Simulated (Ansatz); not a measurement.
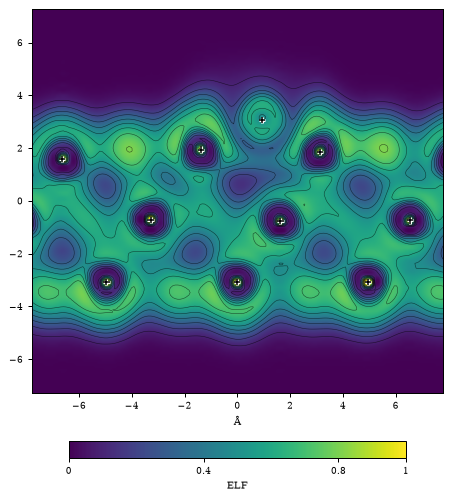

The ELF on a plane through atoms (crosses mark nuclei in the plane).

Theory: DFT PBE, scalar-relativistic, plane waves, PAW (Ansatz).

Candidates:
A. C18F (slab), a = 7.40 Å, b = 7.40 Å, c = 12.00 Å, α = 90.00°, β = 90.00°, γ = 120.00°. PAW files of the earlier set (soft_1); the program warned that a starting moment wasn't kept; spin-polarised, but the moments vanished.
B. Al27Ru (slab), a = 8.59 Å, b = 8.59 Å, c = 17.68 Å, α = 90.00°, β = 90.00°, γ = 60.00°. Computed without spin polarisation; PAW files of the earlier set (soft_1).

**Which candidate gave the map?**

Candidate B: Al27Ru on the (11̄0) plane of the calculation cell, a cut from vacuum to vacuum, which holds Al and Ru. Al–Ru (2.50 Å): the ELF is about 0.45 at the midpoint. Al–Ru (2.59 Å): the ELF is about 0.45 at the midpoint.
